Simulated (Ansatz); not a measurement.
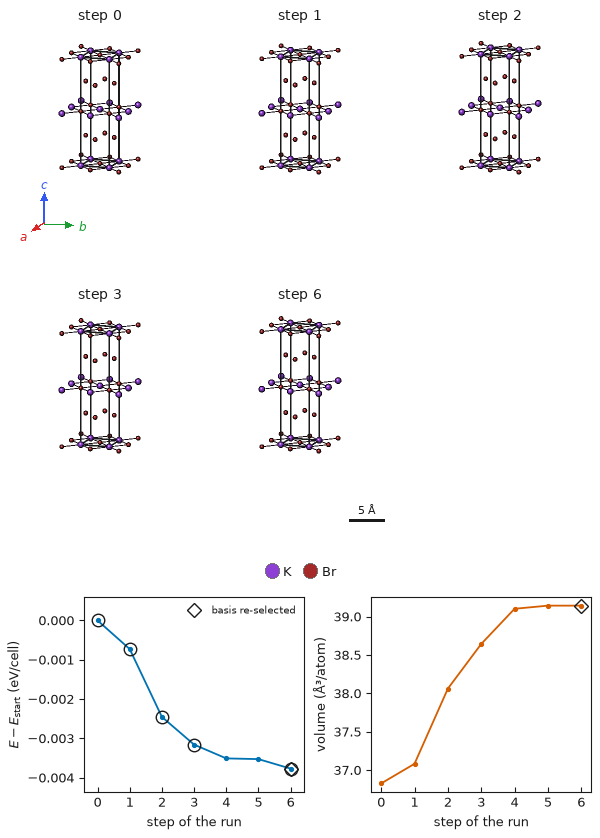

Frames of a relaxation of crystalline KBr$_{3}$ (a generated structure, set up in I4/mmm), marked on the history of the run. Style: ball-and-stick. Shown: the conventional cell (2 times the calculation's cell), slightly off an axis. Lengths and directions refer to the drawn axes.

Theory: DFT PBE, scalar-relativistic, plane waves, PAW (Ansatz 0.2.0). (plane-wave cutoff 420 eV; k-point mesh 16 × 16 × 16; occupations gaussian; smearing width 0.1 eV; no spin polarisation; cell and atoms relaxed; force threshold 0.01 eV/Å; at most 80 steps)

What happens along the run?

No atom moves by more than 0.005 Å relative to the cell. The volume changes by +6.3 %, with a = b 4.301 → 4.302 Å (0.0 %), c 15.925 → 16.916 Å (+6.2 %). The space group stays I4/mmm (No. 139). After 5 accepted moves (6 points after the start) the energy has fallen by 3.8 meV per cell of the calculation. All forces vanish by symmetry, so only the cell relaxes. The pressure goes from 0.12 to −0.01 GPa. At 1 point the geometry stayed and the basis and grid were re-selected for the new cell (energy shift of 0.2 meV per cell of the calculation at most each time). From step 0 to 1: volume +0.7 %, energy −0.7 meV per cell of the calculation. From step 1 to 2: volume +2.6 %, energy −1.7 meV per cell of the calculation. From step 2 to 3: volume +1.5 %, energy −0.7 meV per cell of the calculation. From step 3 to 6: volume +1.3 %, energy −0.6 meV per cell of the calculation.

```
step  E − E(0), meV/atom  pressure, GPa  volume, Å³/atom                      note
   0                0.00           0.12           36.827                          
   1               -0.18           0.06           37.083                          
   2               -0.61          -0.06           38.062                          
   3               -0.79          -0.07           38.643                          
   4               -0.88          -0.03           39.102                          
   5               -0.88          -0.01           39.143                          
   6               -0.94          -0.01           39.143  same geometry, new basis
```
